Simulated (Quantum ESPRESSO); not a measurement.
**As: band-structure run**

- system: As (Cmce, 4 atoms in the cell)
- method: Kohn-Sham DFT of a periodic cell, r2SCAN, SG15 PBE 1.2, no spin polarisation (Quantum ESPRESSO 7.5)

The structure derives from an entry of the Crystallography Open Database.

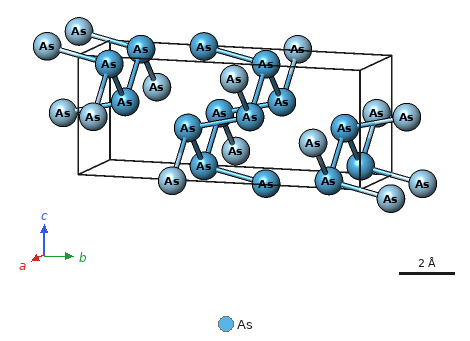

The structure as given in the input (ball-and-stick view of the cell 2 times as large as that of the calculation, set on its symmetry axes, seen slightly off an axis; neighbours outside the cell are drawn fainter). An atom can appear more than once, as a periodic image. Near neighbours in the periodic cell (some may lie outside the picture): As has 3 As at 2.48 to 2.49 Å.

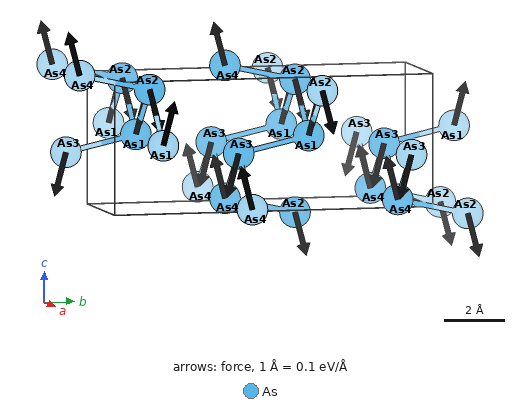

Forces on the atoms as black arrows (ball-and-stick view of the cell 2 times as large as that of the calculation, set on its symmetry axes, seen slightly off an axis; neighbours outside the cell are drawn fainter; atoms are numbered from 1 in the order of the input). The largest act on all 4 As atoms (0.15 eV/Å). The geometry is not a stationary point of this energy.

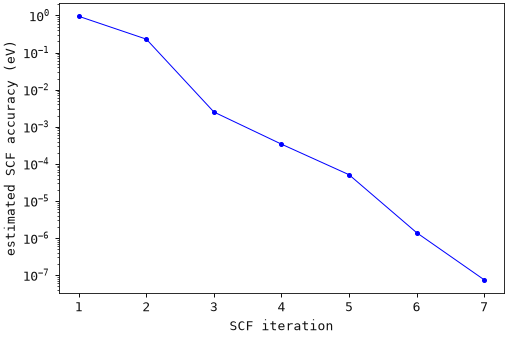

Convergence of the self-consistent field: estimated SCF accuracy against the iteration. The field takes 7 iterations in all.

The input and output of the run follow.

**Input**
```
&CONTROL
  calculation = 'scf'
  prefix = 'pwscf'
  outdir = './tmp'
  pseudo_dir = './pseudo'
  tprnfor = .true.
  tstress = .true.
  disk_io = 'low'
/
&SYSTEM
  ibrav = 0
  celldm(1) = 8
  nat = 4
  ntyp = 1
  ecutwfc = 70
  nbnd = 16
  input_dft = 'r2scan'
  occupations = 'smearing'
  smearing = 'fd'
  degauss = 0.00367493
  nosym = .true.
/
&ELECTRONS
  conv_thr = 1d-08
  electron_maxstep = 120
  mixing_beta = 0.5
/
ATOMIC_SPECIES
As    74.9216 As_ONCV_PBE-1.2.upf
CELL_PARAMETERS alat
  0.4310937721803  -1.2991867106802   0.0000000000000
  0.4310937721803   1.2991867106802   0.0000000000000
  0.0000000000000   0.0000000000000   1.0558844721346
ATOMIC_POSITIONS crystal
As     0.3900000000    0.6100000000    0.5600000000
As     0.8900000000    0.1100000000    0.9400000000
As     0.6100000000    0.3900000000    0.4400000000
As     0.1100000000    0.8900000000    0.0600000000
K_POINTS automatic
8 8 6 0 0 0
```

**File bands.in**
```
&CONTROL
  calculation = 'bands'
  prefix = 'pwscf'
  outdir = './tmp'
  pseudo_dir = './pseudo'
  disk_io = 'low'
  verbosity = 'high'
/
&SYSTEM
  ibrav = 0
  celldm(1) = 8
  nat = 4
  ntyp = 1
  ecutwfc = 70
  nbnd = 16
  input_dft = 'r2scan'
  occupations = 'smearing'
  smearing = 'fd'
  degauss = 0.00367493
  nosym = .true.
/
&ELECTRONS
  conv_thr = 1d-08
  electron_maxstep = 120
  mixing_beta = 0.5
  diago_full_acc = .true.
  startingwfc = 'random'
/
ATOMIC_SPECIES
As    74.9216 As_ONCV_PBE-1.2.upf
CELL_PARAMETERS alat
  0.4310937721803  -1.2991867106802   0.0000000000000
  0.4310937721803   1.2991867106802   0.0000000000000
  0.0000000000000   0.0000000000000   1.0558844721346
ATOMIC_POSITIONS crystal
As     0.3900000000    0.6100000000    0.5600000000
As     0.8900000000    0.1100000000    0.9400000000
As     0.6100000000    0.3900000000    0.4400000000
As     0.1100000000    0.8900000000    0.0600000000
K_POINTS crystal
60
 0.0000000000  0.0000000000  0.0000000000 1
 0.0462543044  0.0462543044  0.0000000000 1
 0.0925086088  0.0925086088  0.0000000000 1
 0.1387629132  0.1387629132  0.0000000000 1
 0.1850172176  0.1850172176  0.0000000000 1
 0.2312715220  0.2312715220  0.0000000000 1
 0.2775258264  0.2775258264  0.0000000000 1
 0.0000000000  0.5000000000  0.0000000000 1
 0.0000000000  0.5000000000  0.1000000000 1
 0.0000000000  0.5000000000  0.2000000000 1
 0.0000000000  0.5000000000  0.3000000000 1
 0.0000000000  0.5000000000  0.4000000000 1
 0.0000000000  0.5000000000  0.5000000000 1
 0.2775258264  0.2775258264  0.5000000000 1
 0.2378792798  0.2378792798  0.5000000000 1
 0.1982327332  0.1982327332  0.5000000000 1
 0.1585861865  0.1585861865  0.5000000000 1
 0.1189396399  0.1189396399  0.5000000000 1
 0.0792930933  0.0792930933  0.5000000000 1
 0.0396465466  0.0396465466  0.5000000000 1
 0.0000000000  0.0000000000  0.5000000000 1
 0.0000000000  0.0000000000  0.4000000000 1
 0.0000000000  0.0000000000  0.3000000000 1
 0.0000000000  0.0000000000  0.2000000000 1
 0.0000000000  0.0000000000  0.1000000000 1
 0.0000000000  0.0000000000  0.0000000000 1
-0.1250000000  0.1250000000  0.0000000000 1
-0.2500000000  0.2500000000  0.0000000000 1
-0.3750000000  0.3750000000  0.0000000000 1
-0.5000000000  0.5000000000  0.0000000000 1
-0.4629209711  0.5370790289  0.0000000000 1
-0.4258419421  0.5741580579  0.0000000000 1
-0.3887629132  0.6112370868  0.0000000000 1
-0.3516838843  0.6483161157  0.0000000000 1
-0.3146048554  0.6853951446  0.0000000000 1
-0.2775258264  0.7224741736  0.0000000000 1
-0.2775258264  0.7224741736  0.1000000000 1
-0.2775258264  0.7224741736  0.2000000000 1
-0.2775258264  0.7224741736  0.3000000000 1
-0.2775258264  0.7224741736  0.4000000000 1
-0.2775258264  0.7224741736  0.5000000000 1
-0.3093078512  0.6906921488  0.5000000000 1
-0.3410898760  0.6589101240  0.5000000000 1
-0.3728719008  0.6271280992  0.5000000000 1
-0.4046539256  0.5953460744  0.5000000000 1
-0.4364359504  0.5635640496  0.5000000000 1
-0.4682179752  0.5317820248  0.5000000000 1
-0.5000000000  0.5000000000  0.5000000000 1
-0.5000000000  0.5000000000  0.4166666667 1
-0.5000000000  0.5000000000  0.3333333333 1
-0.5000000000  0.5000000000  0.2500000000 1
-0.5000000000  0.5000000000  0.1666666667 1
-0.5000000000  0.5000000000  0.0833333333 1
-0.5000000000  0.5000000000  0.0000000000 1
 0.0000000000  0.0000000000  0.5000000000 1
-0.1000000000  0.1000000000  0.5000000000 1
-0.2000000000  0.2000000000  0.5000000000 1
-0.3000000000  0.3000000000  0.5000000000 1
-0.4000000000  0.4000000000  0.5000000000 1
-0.5000000000  0.5000000000  0.5000000000 1
```

Launched with:
```bash
OMP_NUM_THREADS=1 mpirun -n 4 pw.x -nk 4 -in pw.in > pw.out
OMP_NUM_THREADS=1 mpirun -n 4 pw.x -nk 4 -in bands.in > bands.out
```

**What the program printed**
```
This program is part of the open-source Quantum ESPRESSO suite
     for quantum simulation of materials; please cite
         "P. Giannozzi et al., J. Phys.:Condens. Matter 21 395502 (2009);
         "P. Giannozzi et al., J. Phys.:Condens. Matter 29 465901 (2017);
         "P. Giannozzi et al., J. Chem. Phys. 152 154105 (2020);
          URL
     in publications or presentations arising from this work. More details at

     IMPORTANT: XC functional enforced from input :
     Exchange-correlation= R2SCAN
                           (   0   0   0   0   0 497 498)
     Any further DFT definition will be discarded
     Please, verify this is what you really want

     K-points division:     npool     =       4
     Subspace diagonalization in iterative solution of the eigenvalue problem:
     a serial algorithm will be used

     G-vector sticks info
     --------------------
     sticks:   dense  smooth     PW     G-vecs:    dense   smooth      PW
     Sum        1601    1601    501                47905    47905    8345

     Using Slab Decomposition

     bravais-lattice index     =            0
     lattice parameter (alat)  =       8.0000  a.u.
     unit-cell volume          =     605.5635 (a.u.)^3
     number of atoms/cell      =            4
     number of atomic types    =            1
     number of electrons       =        20.00
     number of Kohn-Sham states=           16
     kinetic-energy cutoff     =      70.0000  Ry
     charge density cutoff     =     280.0000  Ry
     scf convergence threshold =      1.0E-08
     mixing beta               =       0.5000
     number of iterations used =            8  plain     mixing
     Exchange-correlation= R2SCAN
                           (   0   0   0   0   0 497 498)

     celldm(1)=   8.000000  celldm(2)=   0.000000  celldm(3)=   0.000000
     celldm(4)=   0.000000  celldm(5)=   0.000000  celldm(6)=   0.000000

     crystal axes: (cart. coord. in units of alat)
               a(1) = (   0.431094  -1.299187   0.000000 )
               a(2) = (   0.431094   1.299187   0.000000 )
               a(3) = (   0.000000   0.000000   1.055884 )

     reciprocal axes: (cart. coord. in units 2 pi/alat)
               b(1) = (  1.159840 -0.384856  0.000000 )
               b(2) = (  1.159840  0.384856 -0.000000 )
               b(3) = ( -0.000000  0.000000  0.947073 )

     PseudoPot. # 1 for As read from file:
     As_ONCV_PBE-1.2.upf
     Pseudo is Norm-conserving, Zval =  5.0
     Generated using ONCVPSP code by D. R. Hamann
     Using radial grid of  602 points,  6 beta functions with:
                l(1) =   0
                l(2) =   0
                l(3) =   1
                l(4) =   1
                l(5) =   2
                l(6) =   2

     atomic species   valence    mass     pseudopotential
     As                5.00    74.92160     As( 1.00)

     No symmetry found

   Cartesian axes

     site n.     atom                  positions (alat units)
         1        As     tau(   1) = (   0.4310938   0.2858211   0.5912953  )
         2        As     tau(   2) = (   0.4310938  -1.0133656   0.9925314  )
         3        As     tau(   3) = (   0.4310938  -0.2858211   0.4645892  )
         4        As     tau(   4) = (   0.4310938   1.0133656   0.0633531  )

     number of k points=   196  Fermi-Dirac smearing, width (Ry)=  0.0037

     Number of k-points >= 100: set verbosity='high' to print them.

     Dense  grid:    47905 G-vectors     FFT dimensions: (  60,  60,  45)

     WARNING: libxc functional with ID  497 depends
      on external parameters: check the user_guide of
      QE if you need to modify them or to check their
      default values.

     WARNING: libxc functional with ID  498 depends
      on external parameters: check the user_guide of
      QE if you need to modify them or to check their
      default values.

     Initial potential from superposition of free atoms

     starting charge      19.8722, renormalised to      20.0000
     Starting wfcs are random

     Self-consistent Calculation

     iteration #  1     ecut=    70.00 Ry     beta= 0.50
     Davidson diagonalization with overlap
     ethr =  1.00E-02,  avg # of iterations =  8.8

     Threshold (ethr) on eigenvalues was too large:
     Diagonalizing with lowered threshold

     Davidson diagonalization with overlap
     ethr =  3.48E-04,  avg # of iterations =  1.7

     total energy              =     -50.70114326 Ry
     estimated scf accuracy    <       0.07010317 Ry

     iteration #  2     ecut=    70.00 Ry     beta= 0.50
     Davidson diagonalization with overlap
     ethr =  3.51E-04,  avg # of iterations =  1.0

     total energy              =     -50.72540287 Ry
     estimated scf accuracy    <       0.01725166 Ry

     iteration #  3     ecut=    70.00 Ry     beta= 0.50
     Davidson diagonalization with overlap
     ethr =  8.63E-05,  avg # of iterations =  2.2

     total energy              =     -50.72740336 Ry
     estimated scf accuracy    <       0.00018043 Ry

     iteration #  4     ecut=    70.00 Ry     beta= 0.50
     Davidson diagonalization with overlap
     ethr =  9.02E-07,  avg # of iterations =  5.0

     total energy              =     -50.72749233 Ry
     estimated scf accuracy    <       0.00002467 Ry

     iteration #  5     ecut=    70.00 Ry     beta= 0.50
     Davidson diagonalization with overlap
     ethr =  1.23E-07,  avg # of iterations =  2.0

     total energy              =     -50.72749972 Ry
     estimated scf accuracy    <       0.00000373 Ry

     iteration #  6     ecut=    70.00 Ry     beta= 0.50
     Davidson diagonalization with overlap
     ethr =  1.87E-08,  avg # of iterations =  2.0

     total energy              =     -50.72750045 Ry
     estimated scf accuracy    <       0.00000010 Ry

     iteration #  7     ecut=    70.00 Ry     beta= 0.50
     Davidson diagonalization with overlap
     ethr =  5.12E-10,  avg # of iterations =  2.0

     End of self-consistent calculation

     Number of k-points >= 100: set verbosity='high' to print the bands.

     the Fermi energy is     6.8139 ev

!    total energy              =     -50.72750049 Ry
     estimated scf accuracy    <          5.5E-09 Ry
     smearing contrib. (-TS)   =      -0.00009594 Ry
     internal energy E=F+TS    =     -50.72740456 Ry

     The total energy is F=E-TS. E is the sum of the following terms:
     one-electron contribution =       9.90711380 Ry
     hartree contribution      =       3.69903649 Ry
     xc contribution           =     -12.57247069 Ry
     ewald contribution        =     -51.76108416 Ry

     convergence has been achieved in   7 iterations

     Forces acting on atoms (cartesian axes, Ry/au):

     atom    1 type  1   force =     0.00000002    0.00154703    0.00582310
     atom    2 type  1   force =    -0.00000001    0.00154854   -0.00581858
     atom    3 type  1   force =     0.00000001   -0.00154699   -0.00582294
     atom    4 type  1   force =    -0.00000001   -0.00154858    0.00581842

     Total force =     0.012046     Total SCF correction =     0.000051

     Computing stress (Cartesian axis) and pressure

          total   stress  (Ry/bohr**3)                   (kbar)     P=       30.21
   0.00027034   0.00000000   0.00000000           39.77        0.00        0.00
   0.00000000   0.00017871  -0.00000000            0.00       26.29       -0.00
   0.00000000  -0.00000000   0.00016696            0.00       -0.00       24.56

=------------------------------------------------------------------------------=
   JOB DONE.
=------------------------------------------------------------------------------=
```

**Key numbers**

| quantity | value |
| --- | --- |
| outcome | converged |
| space group (tolerance 0.01 Å) | Cmce (64) |
| electrons treated | 20 |
| free energy | −690.1828 eV |
| Fermi energy | 6.814 eV |
| gap on the k-point mesh | 0.18 eV |
| pressure | 3.02 GPa |
| largest force (length of the vector) | 0.155 eV/Å |
| hardware | 4 threads of Intel Xeon (Granite Rapids), 16 GiB of memory available, shared host |
| wall time | 3 min (CPU time 12 min) |
| peak memory | 0.8 GiB |

**Remarks**

Further notes kept with the run: potentials made for another functional. Points of doubt noted for this run: potentials made for another functional.
